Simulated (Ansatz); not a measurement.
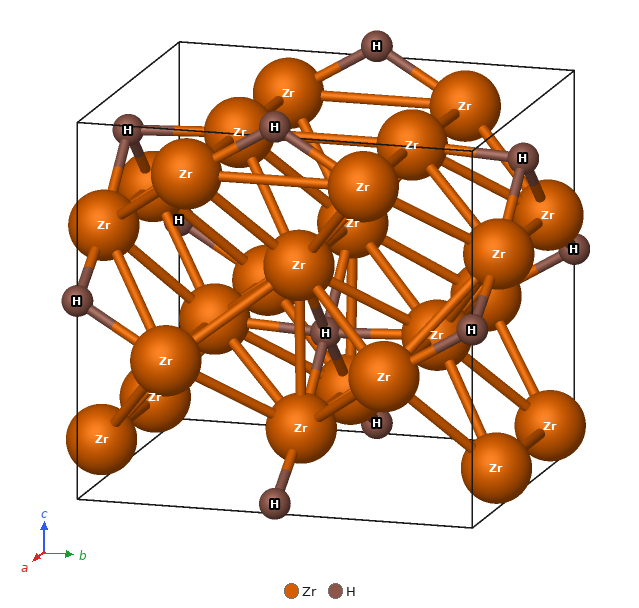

An orthographic ball-and-stick view of the structure, slightly off an axis. The box is the conventional unit cell; atoms on or close to its faces, edges and corners are drawn wherever they repeat. Cell: a = 6.66 Å, b = 7.81 Å, c = 7.35 Å, α = 90.00°, β = 90.00°, γ = 90.00°.

Provenance: a structure type filled with these elements by a generator (whether the compound takes this form wasn't checked). Earlier steps of the study, as a rule a relaxation of our own, may have changed the cell and positions, so they can lie some per cent off the listed ones. A calculation with Ansatz used it as input.

What can be read from this drawing?

Answer. The material is Zr4H. Space group: Amm2 (No. 38). Lattice: base-centred orthorhombic. Cell content 16 Zr, 4 H; Z = 4. With all contacts inside bonding distance counted, the coordination numbers are Zr 12 to 13 (mean 12.2) and H 4 to 6 (mean 5.0). Not all metal-metal contacts are counted.

Setup: DFT PBE, scalar-relativistic, plane waves, PAW (Ansatz); 420 eV cutoff, k-points about 0.16 Å⁻¹ apart, Gaussian smearing of 0.1 eV, no spin polarisation.

Predict the gap.

Answer. A metal: bands cross the Fermi level.

Give the Bader charge of each element.

Answer. Zr +0.06 to +0.29 e; H -0.84 to -0.72 e.

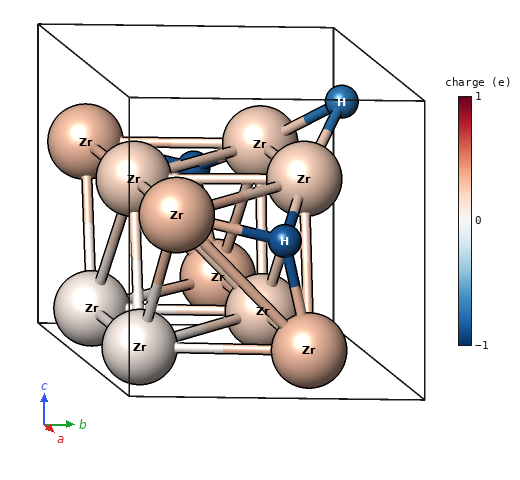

The atoms coloured by those charges. The run's cell of 10 atoms is drawn, so axes and origin can differ from the first picture.

Is the structure in equilibrium?

Answer. Yes. All forces vanish to within 0.01 eV/Å. The pressure is 0.0 GPa, close to zero.
